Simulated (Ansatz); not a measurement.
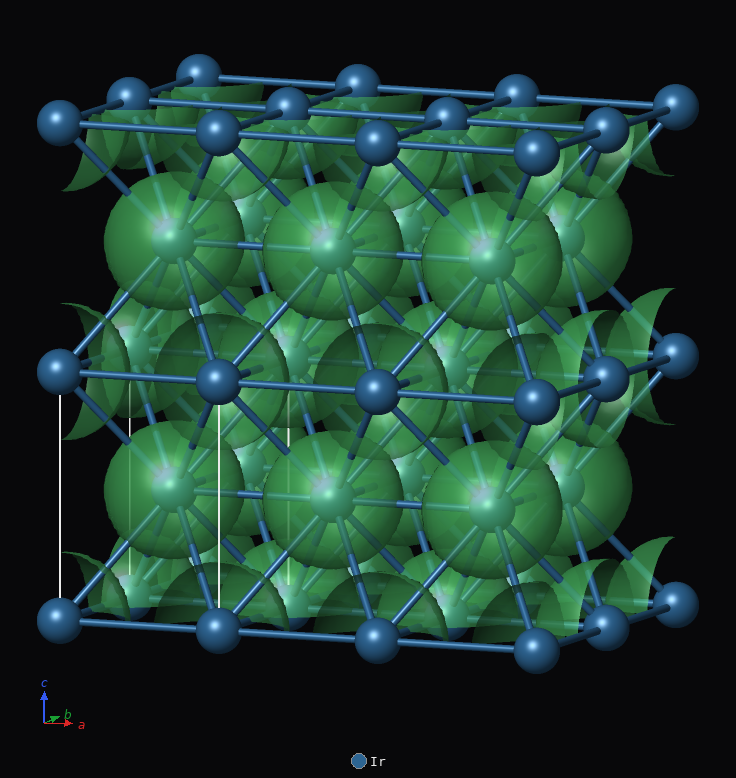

*Ir. Isosurface of the valence pseudo-density at 0.6 e/Å³ (green), seen slightly off an axis. Sticks mark near contacts.*

Space group I4/mmm; changed on purpose from its base cell (strain +0.000 along x and y, +0.025 along z, atoms carried along); computed pressure about −11 GPa in this cell; computed without spin polarisation.

Method: DFT PBEsol, scalar-relativistic, plane waves, PAW in Ansatz 0.2.0.

Q: How is the density connected at this value?

A: At this value the density breaks into separate islands; it holds about 80 % of the electrons treated as valence (semicore included). It bridges none of the near contacts. It is pinched off along the sampled Ir–Ir (2.71 Å) contacts. On the grid the lowest density along these lines, outside the cores, is 0.45 e/Å³ (Ir–Ir, 2.71 Å).

Q: Does the calculation give a band gap?

A: It is gapless in this calculation (a metal or semimetal).
